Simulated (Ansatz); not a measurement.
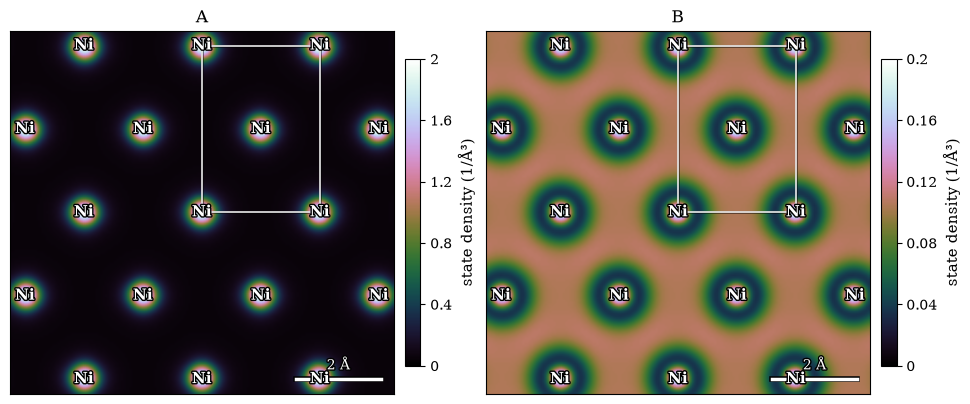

Ni: densities of the states in two energy windows, on the (11̄0) plane of the conventional cell.

Space group Im-3m; the calculation finds a residual pressure of about 8 GPa at this fixed cell; spin-polarised. Net moment 0.6 μB in the 1-atom cell of the calculation; other magnetic orders weren't tried. This isn't the usual form at ambient conditions. The cell comes from a database of computed structures, not from a measurement.

Method: DFT PBE, scalar-relativistic, plane waves, PAW (Ansatz).

Core electrons are frozen (PAW), so the fields are smoothed inside the atomic spheres.

Match the panels to the energy ranges (zero at the Fermi level): −9.2 to −6.1 eV and −6.1 to −3.1 eV.

Panel A: −6.1 to −3.1 eV, the middle third of the occupied valence band, mainly Ni 3d (80 %) and Ni 4s (20 %).
Panel B: −9.2 to −6.1 eV, the lower third of the occupied valence band, mainly Ni 4s (95 %).
The characters are Löwdin shares on a minimal set of atomic orbitals.
